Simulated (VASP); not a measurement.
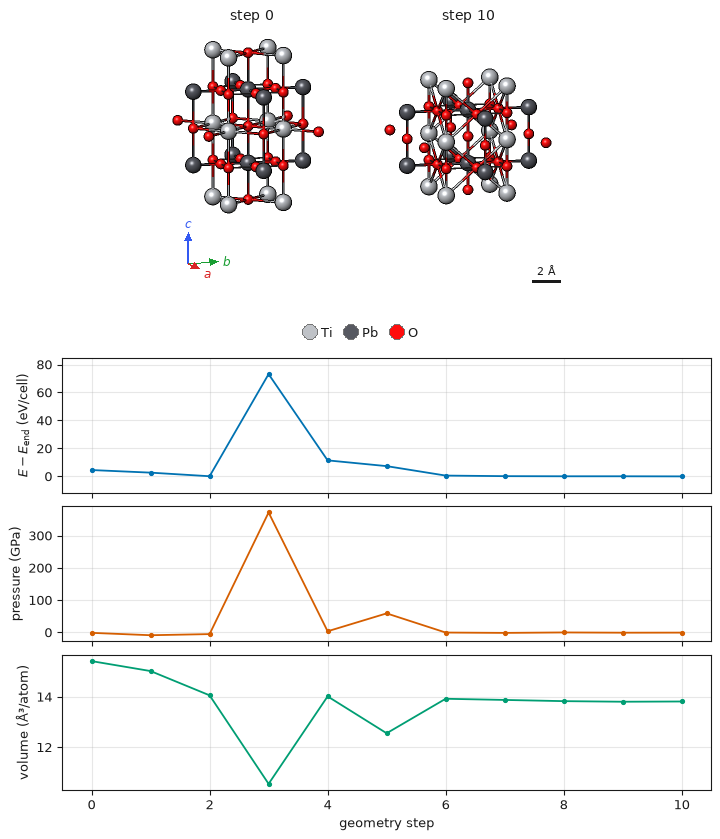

First and last geometry of a relaxation of a crystal of TiPbO4 (a generated structure, set up in P4/mmm), with the history of the run. The picture is a ball-and-stick view of the cell of the calculation, seen slightly off an axis.

The run lets cell and atoms move.

Computed with Kohn-Sham DFT of a periodic cell, PBE, VASP PAW PBE potentials, recommended (VASP 6.6.1).

Input file:
```
SYSTEM = TiPbO4
ALGO     = Fast           ! electronic algorithm
EDIFF    = 1E-4           ! SCF threshold, eV
EDIFFG   = -0.08          ! ionic threshold
ENCUT    = 520            ! plane-wave cutoff, eV
GGA      = PE             ! functional
IBRION   = 2              ! ionic algorithm
ISIF     = 3              ! what is computed and relaxed
ISMEAR   = 0              ! smearing method
LASPH    = .True.         ! aspherical terms in the spheres
LCHARG   = .False.        ! write CHGCAR
LREAL    = .False.        ! projectors in reciprocal space
LWAVE    = .False.        ! write WAVECAR
NELM     = 60             ! most SCF steps
NSW      = 24             ! ionic steps
PREC     = Normal         ! precision mode
SIGMA    = 0.15           ! smearing width, eV
```

Launched with:
```bash
cat potpaw_PBE.64/Ti_sv/POTCAR potpaw_PBE.64/Pb_d/POTCAR potpaw_PBE.64/O/POTCAR > POTCAR
mpirun -np 1 vasp_std > vasp.out
```

### Did the run converge, and what did it change?

It converged. No atom moves by more than 0.005 Å relative to the cell. The volume changes by −10.4 %, with a = b 4.142 → 4.594 Å (+10.9 %), c 5.392 → 3.928 Å (−27.2 %). Among the contacts that change: O–Ti 2.696 → 1.964 Å, O–Pb 2.696 → 1.964 Å, O–Ti 3.400 → 3.022 Å, O–Ti 2.929 → 3.248 Å. The space group stays P4/mmm (No. 123). After 10 geometry steps the energy has fallen by 4.540 eV per cell of the calculation. All forces vanish by symmetry, so only the cell relaxes. The pressure goes from −1.34 to −0.64 GPa. At step 3 the optimiser overshot: the energy rose above the start, and later steps came back. The volume changes by over a tenth within one run on a fixed set of plane waves, so the end point should be relaxed again from the new cell. It ran on 1 thread of Intel(R) Xeon(R) 6975P-C (Granite Rapids) (shared host).
